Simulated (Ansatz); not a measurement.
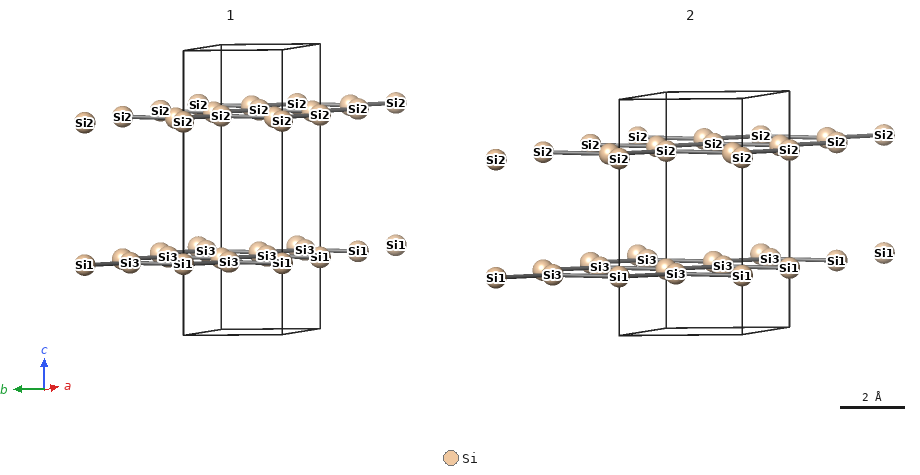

Two geometries of a crystal of Si (a generated structure, set up in P6_3/mmc) (coarse preliminary run), drawn at one scale. One is the start of a relaxation, the other its converged end. A ball-and-stick model of the cell of the calculation, repeated 3 × 2 × 1 with one cell outlined, seen from a free direction.

Method: DFT r2SCAN, scalar-relativistic, plane waves, PAW (Ansatz). Settings: plane-wave cutoff 500 eV; k-point mesh 6 × 6 × 2; occupations gaussian; smearing width 0.1 eV; no spin polarisation; cell and atoms relaxed; force threshold 0.05 eV/Å; at most 60 steps.

Question: Which geometry has the lower energy?

Answer: Structure 2 is the relaxed one. Case: C → Si on all its sites, cell and atoms relaxed. After 8 accepted moves (9 points after the start) the energy has fallen by 3910 meV per atom. All forces vanish by symmetry, so only the cell relaxes. The pressure goes from 119.12 to 0.22 GPa. At 1 point the geometry stayed and the basis and grid were re-selected for the new cell (energy shift of 4.7 meV per atom at most each time). The atoms keep their places relative to the cell (all moves are under 0.005 Å). Cell: a = b 3.116 → 3.885 Å (+24.7 %), c 8.927 → 7.401 Å (−17.1 %). Volume +28.9 %. Among the contacts that change: Si–Si 1.799 → 2.243 Å. The space group stays P6_3/mmc (No. 194). The run took 27 s on 1 thread of Intel(R) Xeon(R) Platinum 8375C CPU @ 2.90GHz (Ice Lake), with other jobs on the host, peak memory 0.59 GiB.
